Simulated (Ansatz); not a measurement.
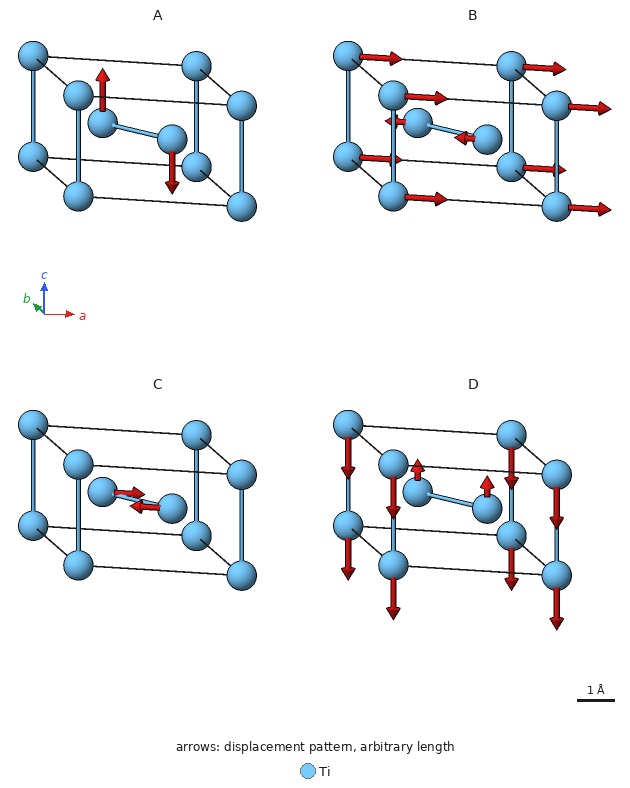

Four optical modes of solid Ti at 1.02 times its rest volume at the zone centre, in no order (one member of each degenerate set). Displacements are drawn as red arrows; their common scale and sign are arbitrary. Style: ball-and-stick. Shown: the cell of the calculation, slightly off an axis.

Method: Ansatz, DFT PBE, scalar-relativistic, plane waves, PAW. Set-up: plane-wave cutoff 420 eV; k-point mesh 12 × 12 × 14; occupations fermi dirac; smearing width 0.15 eV; no spin polarisation.

The frequencies depend somewhat on the k-mesh and the smearing.

**Rank the modes by frequency, softest first.**

A (117 cm⁻¹), B (151 cm⁻¹), C (181 cm⁻¹), D (207 cm⁻¹). A, B₁g: The Ti (1a) atoms stay at rest; all motion is along c; atoms of one kind move against one another, with no net shift of their sublattice. B, E₁u: The Ti (1a) sublattice moves against the Ti (2d) sublattice, along a. C, E₂g: The Ti (1a) atoms stay at rest; all motion is along a; atoms of one kind move against one another, with no net shift of their sublattice. D, A₂u: The Ti (1a) sublattice moves against the Ti (2d) sublattice, along c. The crystal is metallic in this run.
